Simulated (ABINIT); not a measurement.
# MgTe: geometry relaxation (part 2 of 2)

Continued. System: MgTe (2 atoms in the cell). Method: Kohn-Sham DFT of a periodic cell, PBE, JTH PAW PBE v2.0, no spin polarisation (ABINIT 10.8.3); cutoff 517.02 eV, 5×5×5 k-mesh, fermi-dirac of 0.05 eV. The structure derives from a Materials Project entry.

Geometry of the input (Å; fractional positions):
```
0.0000  3.2320  3.2320
3.2320  0.0000  3.2320
3.2320  3.2320  0.0000
Te 0.2500  0.2500  0.2500
Mg 0.0000  0.0000  0.0000
```

Output, continued
```
 Cartesian coordinates (xcart) [bohr]
  3.05641582872327E+00  3.05641582872327E+00  3.05641582872327E+00
  0.00000000000000E+00  0.00000000000000E+00  0.00000000000000E+00
 Reduced coordinates (xred)
  2.50000000000000E-01  2.50000000000000E-01  2.50000000000000E-01
  0.00000000000000E+00  0.00000000000000E+00  0.00000000000000E+00
 Cartesian forces (fcart) [Ha/bohr]; max,rms= 1.65184E-29 1.05434E-29 (free atoms)
 -1.65183995775975E-29  5.50613319253250E-30  5.50613319253250E-30
  1.65183995775975E-29 -5.50613319253250E-30 -5.50613319253250E-30
 Gradient of E wrt nuclear positions in reduced coordinates (gred)
 -6.73161305788597E-29  6.73161305788597E-29  6.73161305788597E-29
  6.73161305788597E-29 -6.73161305788597E-29 -6.73161305788597E-29
 Scale of Primitive Cell (acell) [bohr]
  8.64484943446450E+00  8.64484943446450E+00  8.64484943446450E+00
 Real space primitive translations (rprimd) [bohr]
  0.00000000000000E+00  6.11283165744654E+00  6.11283165744654E+00
  6.11283165744654E+00  0.00000000000000E+00  6.11283165744654E+00
  6.11283165744654E+00  6.11283165744654E+00  0.00000000000000E+00
 Unitary Cell Volume (ucvol) [Bohr^3]=  4.56832826309457E+02
 Angles (23,13,12)= [degrees]
  6.00000000000000E+01  6.00000000000000E+01  6.00000000000000E+01
 Lengths [Bohr]
  8.64484943446450E+00  8.64484943446450E+00  8.64484943446450E+00
 Stress tensor in cartesian coordinates (strten) [Ha/bohr^3]
 -2.51136878826139E-05  0.00000000000000E+00  0.00000000000000E+00
  0.00000000000000E+00 -2.51136878826105E-05  0.00000000000000E+00
  0.00000000000000E+00  0.00000000000000E+00 -2.51136878826139E-05
 Total energy (etotal) [Ha]= -7.19603185639803E+01

 Difference of energy with previous step (new-old):
           Absolute (Ha)=-3.15064E-05
           Relative     =-4.37830E-07

--- Iteration: ( 3/50) Internal Cycle: (1/1)
--------------------------------------------------------------------------------

---SELF-CONSISTENT-FIELD CONVERGENCE--------------------------------------------

--- !BeginCycle
iteration_state: {dtset: 1, itime: 3, icycle: 1, }
solver: {iscf: 17, nstep: 80, nline: 4, wfoptalg: 10, }
tolerances: {tolvrs: 1.00E-10, }
...

     iter   Etot(hartree)      deltaE(h)  residm     nres2
 ETOT  1  -71.965139889648    -7.197E+01 5.550E-04 6.689E-01
 ETOT  2  -71.961077295017     4.063E-03 9.810E-06 1.136E-01
 ETOT  3  -71.960478317036     5.990E-04 9.676E-06 1.904E-02
 ETOT  4  -71.960410479980     6.784E-05 4.193E-06 1.862E-03
 ETOT  5  -71.960423757757    -1.328E-05 2.488E-06 2.030E-04
 ETOT  6  -71.960429288297    -5.531E-06 1.392E-06 3.121E-05
 ETOT  7  -71.960430412262    -1.124E-06 7.163E-07 1.797E-06
 ETOT  8  -71.960430496946    -8.468E-08 1.492E-06 6.873E-08
 ETOT  9  -71.960430499833    -2.887E-09 4.819E-07 1.358E-08
 ETOT 10  -71.960430500366    -5.329E-10 7.067E-07 1.707E-09
 ETOT 11  -71.960430500413    -4.648E-11 2.908E-07 1.430E-10
 ETOT 12  -71.960430500415    -2.572E-12 3.357E-07 1.337E-11

 At SCF step   12       nres2   =  1.34E-11 < tolvrs=  1.00E-10 =>converged.

 Cartesian components of stress tensor (hartree/bohr^3)
  sigma(1 1)= -9.02606897E-07  sigma(3 2)=  0.00000000E+00
  sigma(2 2)= -9.02606897E-07  sigma(3 1)=  0.00000000E+00
  sigma(3 3)= -9.02606897E-07  sigma(2 1)=  0.00000000E+00

--- !ResultsGS
iteration_state: {dtset: 1, itime: 3, icycle: 1, }
comment   : Summary of ground state results
lattice_vectors:
- [  0.0000000,   6.1514619,   6.1514619, ]
- [  6.1514619,   0.0000000,   6.1514619, ]
- [  6.1514619,   6.1514619,   0.0000000, ]
lattice_lengths: [   8.69948,    8.69948,    8.69948, ]
lattice_angles: [ 60.000,  60.000,  60.000, ] # degrees, (23, 13, 12)
lattice_volume:   4.6554858E+02
convergence: {deltae: -2.572E-12, res2:  1.337E-11, residm:  3.357E-07, diffor: null, }
etotal    :  -7.19604305E+01
entropy   :   0.00000000E+00
fermie    :  -1.07223150E-01
cartesian_stress_tensor: # hartree/bohr^3
- [ -9.02606897E-07,   0.00000000E+00,   0.00000000E+00, ]
- [  0.00000000E+00,  -9.02606897E-07,   0.00000000E+00, ]
- [  0.00000000E+00,   0.00000000E+00,  -9.02606897E-07, ]
pressure_GPa:   2.6556E-02
xred      :
- [  2.5000E-01,   2.5000E-01,   2.5000E-01, Te]
- [ -1.8888E-29,   1.1333E-29,   1.1333E-29, Mg]
cartesian_forces: # hartree/bohr
- [ -0.00000000E+00,  -0.00000000E+00,  -0.00000000E+00, ]
- [ -0.00000000E+00,  -0.00000000E+00,  -0.00000000E+00, ]
force_length_stats: {min:   0.00000000E+00, max:   0.00000000E+00, mean:   0.00000000E+00, }
...

 Integrated electronic density in atomic spheres:
 ------------------------------------------------
 Atom  Sphere_radius  Integrated_density
    1        2.31107          3.20512514
    2        1.90158          8.20256396

---OUTPUT-----------------------------------------------------------------------

 Cartesian coordinates (xcart) [bohr]
  3.07573092934384E+00  3.07573092934384E+00  3.07573092934384E+00
  1.39430137204049E-28 -4.64767124013498E-29 -4.64767124013498E-29
 Reduced coordinates (xred)
  2.50000000000000E-01  2.50000000000000E-01  2.50000000000000E-01
 -1.88884827172061E-29  1.13330896303236E-29  1.13330896303236E-29
 Cartesian forces (fcart) [Ha/bohr]; max,rms= 0.00000E+00 0.00000E+00 (free atoms)
 -0.00000000000000E+00 -0.00000000000000E+00 -0.00000000000000E+00
 -0.00000000000000E+00 -0.00000000000000E+00 -0.00000000000000E+00
 Gradient of E wrt nuclear positions in reduced coordinates (gred)
  0.00000000000000E+00  0.00000000000000E+00  0.00000000000000E+00
  0.00000000000000E+00  0.00000000000000E+00  0.00000000000000E+00
 Scale of Primitive Cell (acell) [bohr]
  8.69948078897692E+00  8.69948078897692E+00  8.69948078897692E+00
 Real space primitive translations (rprimd) [bohr]
  0.00000000000000E+00  6.15146185868768E+00  6.15146185868768E+00
  6.15146185868768E+00  0.00000000000000E+00  6.15146185868768E+00
  6.15146185868768E+00  6.15146185868768E+00  0.00000000000000E+00
 Unitary Cell Volume (ucvol) [Bohr^3]=  4.65548575763974E+02
 Angles (23,13,12)= [degrees]
  6.00000000000000E+01  6.00000000000000E+01  6.00000000000000E+01
 Lengths [Bohr]
  8.69948078897692E+00  8.69948078897692E+00  8.69948078897692E+00
 Stress tensor in cartesian coordinates (strten) [Ha/bohr^3]
 -9.02606896812860E-07  0.00000000000000E+00  0.00000000000000E+00
  0.00000000000000E+00 -9.02606896812860E-07  0.00000000000000E+00
  0.00000000000000E+00  0.00000000000000E+00 -9.02606896812860E-07
 Total energy (etotal) [Ha]= -7.19604305004151E+01

 Difference of energy with previous step (new-old):
           Absolute (Ha)=-1.11936E-04
           Relative     =-1.55553E-06

--- Iteration: ( 4/50) Internal Cycle: (1/1)
--------------------------------------------------------------------------------

---SELF-CONSISTENT-FIELD CONVERGENCE--------------------------------------------

--- !BeginCycle
iteration_state: {dtset: 1, itime: 4, icycle: 1, }
solver: {iscf: 17, nstep: 80, nline: 4, wfoptalg: 10, }
tolerances: {tolvrs: 1.00E-10, }
...

     iter   Etot(hartree)      deltaE(h)  residm     nres2
 ETOT  1  -71.960437258035    -7.196E+01 8.014E-07 9.588E-04
 ETOT  2  -71.960431564822     5.693E-06 1.057E-07 1.598E-04
 ETOT  3  -71.960430734363     8.305E-07 1.116E-07 2.662E-05
 ETOT  4  -71.960430631153     1.032E-07 4.159E-08 2.434E-06
 ETOT  5  -71.960430646606    -1.545E-08 2.637E-08 2.664E-07
 ETOT  6  -71.960430653589    -6.983E-09 2.296E-08 3.346E-08
 ETOT  7  -71.960430654760    -1.171E-09 1.611E-08 2.287E-09
 ETOT  8  -71.960430654865    -1.051E-10 1.348E-08 6.553E-11

 At SCF step    8       nres2   =  6.55E-11 < tolvrs=  1.00E-10 =>converged.

 Cartesian components of stress tensor (hartree/bohr^3)
  sigma(1 1)= -2.85977446E-08  sigma(3 2)=  0.00000000E+00
  sigma(2 2)= -2.85977446E-08  sigma(3 1)=  0.00000000E+00
  sigma(3 3)= -2.85977446E-08  sigma(2 1)=  0.00000000E+00

--- !ResultsGS
iteration_state: {dtset: 1, itime: 4, icycle: 1, }
comment   : Summary of ground state results
lattice_vectors:
- [  0.0000000,   6.1529305,   6.1529305, ]
- [  6.1529305,   0.0000000,   6.1529305, ]
- [  6.1529305,   6.1529305,   0.0000000, ]
lattice_lengths: [   8.70156,    8.70156,    8.70156, ]
lattice_angles: [ 60.000,  60.000,  60.000, ] # degrees, (23, 13, 12)
lattice_volume:   4.6588211E+02
convergence: {deltae: -1.051E-10, res2:  6.553E-11, residm:  1.348E-08, diffor: null, }
etotal    :  -7.19604307E+01
entropy   :   0.00000000E+00
fermie    :  -1.07281319E-01
cartesian_stress_tensor: # hartree/bohr^3
- [ -2.85977446E-08,   0.00000000E+00,   0.00000000E+00, ]
- [  0.00000000E+00,  -2.85977446E-08,   0.00000000E+00, ]
- [  0.00000000E+00,   0.00000000E+00,  -2.85977446E-08, ]
pressure_GPa:   8.4137E-04
xred      :
- [  2.5000E-01,   2.5000E-01,   2.5000E-01, Te]
- [ -1.9521E-29,   1.1713E-29,   1.1713E-29, Mg]
cartesian_forces: # hartree/bohr
- [ -0.00000000E+00,  -0.00000000E+00,  -0.00000000E+00, ]
- [ -0.00000000E+00,  -0.00000000E+00,  -0.00000000E+00, ]
force_length_stats: {min:   0.00000000E+00, max:   0.00000000E+00, mean:   0.00000000E+00, }
...

 Integrated electronic density in atomic spheres:
 ------------------------------------------------
 Atom  Sphere_radius  Integrated_density
    1        2.31107          3.20662457
    2        1.90158          8.20272214

---OUTPUT-----------------------------------------------------------------------

 Cartesian coordinates (xcart) [bohr]
  3.07646527097533E+00  3.07646527097533E+00  3.07646527097533E+00
  1.44132474271276E-28 -4.80441580904254E-29 -4.80441580904254E-29
 Reduced coordinates (xred)
  2.50000000000000E-01  2.50000000000000E-01  2.50000000000000E-01
 -1.95208436706950E-29  1.17125062024170E-29  1.17125062024170E-29
 Cartesian forces (fcart) [Ha/bohr]; max,rms= 0.00000E+00 0.00000E+00 (free atoms)
 -0.00000000000000E+00 -0.00000000000000E+00 -0.00000000000000E+00
 -0.00000000000000E+00 -0.00000000000000E+00 -0.00000000000000E+00
 Gradient of E wrt nuclear positions in reduced coordinates (gred)
  0.00000000000000E+00  0.00000000000000E+00  0.00000000000000E+00
  0.00000000000000E+00  0.00000000000000E+00  0.00000000000000E+00
 Scale of Primitive Cell (acell) [bohr]
  8.70155782076626E+00  8.70155782076626E+00  8.70155782076626E+00
 Real space primitive translations (rprimd) [bohr]
  0.00000000000000E+00  6.15293054195066E+00  6.15293054195066E+00
  6.15293054195066E+00  0.00000000000000E+00  6.15293054195066E+00
  6.15293054195066E+00  6.15293054195066E+00  0.00000000000000E+00
 Unitary Cell Volume (ucvol) [Bohr^3]=  4.65882109487917E+02
 Angles (23,13,12)= [degrees]
  6.00000000000000E+01  6.00000000000000E+01  6.00000000000000E+01
 Lengths [Bohr]
  8.70155782076626E+00  8.70155782076626E+00  8.70155782076626E+00
 Stress tensor in cartesian coordinates (strten) [Ha/bohr^3]
 -2.85977446341790E-08  0.00000000000000E+00  0.00000000000000E+00
  0.00000000000000E+00 -2.85977446359137E-08  0.00000000000000E+00
  0.00000000000000E+00  0.00000000000000E+00 -2.85977446341790E-08
 Total energy (etotal) [Ha]= -7.19604306548654E+01

 Difference of energy with previous step (new-old):
           Absolute (Ha)=-1.54450E-07
           Relative     =-2.14632E-09

 At Broyd/MD step   4, gradients are converged :
  max grad (force/stress) = 2.8598E-06 < tolmxf= 2.0000E-05 ha/bohr (free atoms)

================================================================================

 ----iterations are completed or convergence reached----

 Mean square residual over all n,k,spin=   15.150E-11; max=  13.483E-09
 reduced coordinates (array xred) for    2 atoms
       0.250000000000      0.250000000000      0.250000000000
      -0.000000000000      0.000000000000      0.000000000000
 rms dE/dt=  0.0000E+00; max dE/dt=  0.0000E+00; dE/dt below (all hartree)
    1       0.000000000000      0.000000000000      0.000000000000
    2       0.000000000000      0.000000000000      0.000000000000

 cartesian coordinates (angstrom) at end:
    1      1.62799531043022     1.62799531043022     1.62799531043022
    2      0.00000000000000    -0.00000000000000    -0.00000000000000

 cartesian forces (hartree/bohr) at end:
    1     -0.00000000000000    -0.00000000000000    -0.00000000000000
    2     -0.00000000000000    -0.00000000000000    -0.00000000000000
 frms,max,avg= 0.0000000E+00 0.0000000E+00   0.000E+00  0.000E+00  0.000E+00 h/b

 cartesian forces (eV/Angstrom) at end:
    1     -0.00000000000000    -0.00000000000000    -0.00000000000000
    2     -0.00000000000000    -0.00000000000000    -0.00000000000000
 frms,max,avg= 0.0000000E+00 0.0000000E+00   0.000E+00  0.000E+00  0.000E+00 e/A
 length scales=  8.701557820766  8.701557820766  8.701557820766 bohr
              =  4.604666094980  4.604666094980  4.604666094980 angstroms
 Fermi (or HOMO) energy (hartree) =  -0.10728   Average Vxc (hartree)=  -0.28380
 Eigenvalues (hartree) for nkpt=  10  k points:
 kpt#   1, nband= 12, wtk=  0.00800, kpt=  0.0000  0.0000  0.0000 (reduced coord)
  -2.91093   -1.68910   -1.68910   -1.68910   -0.52243   -0.15122   -0.15122   -0.15122
  -0.06582    0.04907    0.04907    0.04907
      occupation numbers for kpt#   1
   2.00000    2.00000    2.00000    2.00000    2.00000    2.00000    2.00000    2.00000
   0.00000    0.00000    0.00000    0.00000
 prteigrs : prtvol=0 or 1, do not print more k-points.

--- !EnergyTerms
iteration_state     : {dtset: 1, itime: 4, icycle: 1, }
comment             : Components of total free energy in Hartree
kinetic             :  5.90159193091654E+00
hartree             :  2.04860101089746E+01
xc                  : -5.26028610638248E+00
Ewald energy        : -2.92451521098535E+01
psp_core            :  4.18180990727932E+00
local_psp           : -5.75494969316256E+01
PAW spherical_terms : -1.04749016669590E+01
internal            : -7.19604248676502E+01
'-kT*entropy'       : -2.23730008939936E-13
total_energy        : -7.19604248676504E+01
total_energy_eV     : -1.95814291549853E+03
...

--- !EnergyTermsDC
iteration_state     : {dtset: 1, itime: 4, icycle: 1, }
comment             : '"Double-counting" decomposition of free energy'
band_energy         : -1.81882463117658E+01
Ewald energy        : -2.92451521098535E+01
psp_core            :  4.18180990727932E+00
xc_dc               : -2.11893802415386E+01
PAW spherical_terms : -7.51946189898672E+00
internal            : -7.19604306548652E+01
'-kT*entropy'       : -2.23730008939936E-13
total_energy_dc     : -7.19604306548655E+01
total_energy_dc_eV  : -1.95814307297668E+03
...

--- !EnergyTermsWithPAWCore
iteration_state     : {dtset: 1, itime: 4, icycle: 1, }
comment             : 'Components of total free energy, including PAW core contributions'
Total energy        : -6.99499560051808E+03
Total energy DC     : -6.99499560630530E+03
Total energy (eV)   : -1.90343527074635E+05
Total energy DC (eV): -1.90343527232114E+05
...

 Cartesian components of stress tensor (hartree/bohr^3)
  sigma(1 1)= -2.85977446E-08  sigma(3 2)=  0.00000000E+00
  sigma(2 2)= -2.85977446E-08  sigma(3 1)=  0.00000000E+00
  sigma(3 3)= -2.85977446E-08  sigma(2 1)=  0.00000000E+00

-Cartesian components of stress tensor (GPa)         [Pressure=  8.4137E-04 GPa]
- sigma(1 1)= -8.41374695E-04  sigma(3 2)=  0.00000000E+00
- sigma(2 2)= -8.41374696E-04  sigma(3 1)=  0.00000000E+00
- sigma(3 3)= -8.41374695E-04  sigma(2 1)=  0.00000000E+00

== END DATASET(S) ==============================================================
================================================================================

 -outvars: echo values of variables after computation  --------
            acell      8.7015578208E+00  8.7015578208E+00  8.7015578208E+00 Bohr
           etotal     -7.1960430655E+01
            fcart     -0.0000000000E+00 -0.0000000000E+00 -0.0000000000E+00
                      -0.0000000000E+00 -0.0000000000E+00 -0.0000000000E+00
            rprim      0.0000000000E+00  7.0710678119E-01  7.0710678119E-01
                       7.0710678119E-01  0.0000000000E+00  7.0710678119E-01
                       7.0710678119E-01  7.0710678119E-01  0.0000000000E+00
           strten     -2.8597744634E-08 -2.8597744636E-08 -2.8597744634E-08
                       0.0000000000E+00  0.0000000000E+00  0.0000000000E+00
           xangst      1.6279953104E+00  1.6279953104E+00  1.6279953104E+00
                       7.6271620684E-29 -2.5423873561E-29 -2.5423873561E-29
             xred      2.5000000000E-01  2.5000000000E-01  2.5000000000E-01
                      -1.9520843671E-29  1.1712506202E-29  1.1712506202E-29
 Calculation completed.
```

Trajectory as extended XYZ (Å, eV, eV/Å), 4 frames, from step=0 to step=3
```
2
Lattice="0.0000 3.2320 3.2320 3.2320 0.0000 3.2320 3.2320 3.2320 0.0000" Properties=species:S:1:pos:R:3:forces:R:3 step=0 energy=-1958.13917
Te    1.6160    1.6160    1.6160    0.0000   0.0000   0.0000
Mg    0.0000    0.0000    0.0000    0.0000   0.0000   0.0000
2
Lattice="0.0000 3.2348 3.2348 3.2348 0.0000 3.2348 3.2348 3.2348 0.0000" Properties=species:S:1:pos:R:3:forces:R:3 step=1 energy=-1958.14002
Te    1.6174    1.6174    1.6174    0.0000   0.0000   0.0000
Mg    0.0000    0.0000    0.0000    0.0000   0.0000   0.0000
2
Lattice="0.0000 3.2552 3.2552 3.2552 0.0000 3.2552 3.2552 3.2552 0.0000" Properties=species:S:1:pos:R:3:forces:R:3 step=2 energy=-1958.14307
Te    1.6276    1.6276    1.6276    0.0000   0.0000   0.0000
Mg    0.0000    0.0000    0.0000    0.0000   0.0000   0.0000
2
Lattice="0.0000 3.2560 3.2560 3.2560 0.0000 3.2560 3.2560 3.2560 0.0000" Properties=species:S:1:pos:R:3:forces:R:3 step=3 energy=-1958.14307
Te    1.6280    1.6280    1.6280    0.0000   0.0000   0.0000
Mg    0.0000    0.0000    0.0000    0.0000   0.0000   0.0000
```

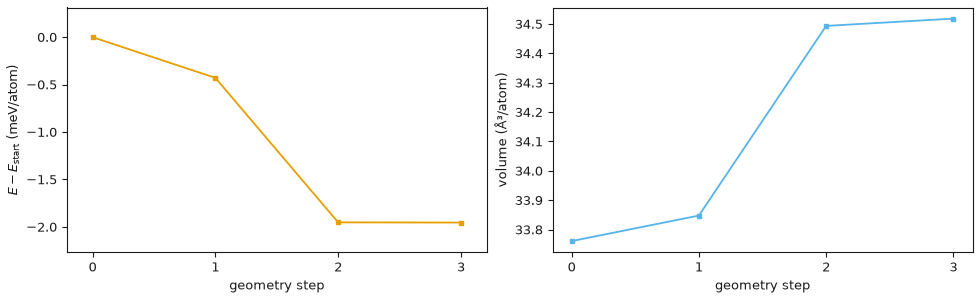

Progress of the relaxation, step by step (steps are counted from 0).

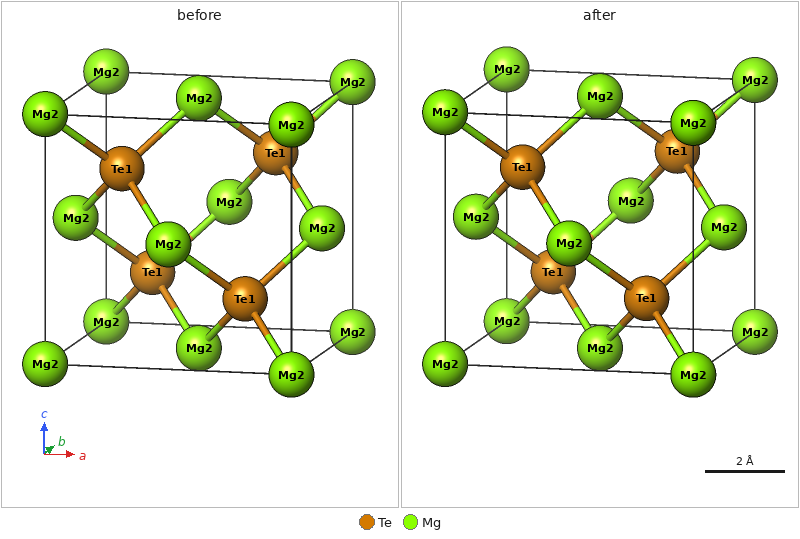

Before (left) and after (right) the relaxation, at one scale (ball-and-stick view of the cell 4 times as large as that of the calculation, set on its symmetry axes, seen slightly off an axis). No atom moves by more than 0.005 Å relative to the cell. Cell: a = b = c 6.464 → 6.512 Å (+0.7 %). Volume +2.2 %. Among the contacts that change: Te1–Mg2 2.799 → 2.820 Å. The space group stays F-43m (No. 216). After 3 geometry steps the energy has fallen by 2.0 meV per atom. All forces vanish by symmetry, so only the cell relaxes. (Atoms are counted from 1 in the order of the input.)
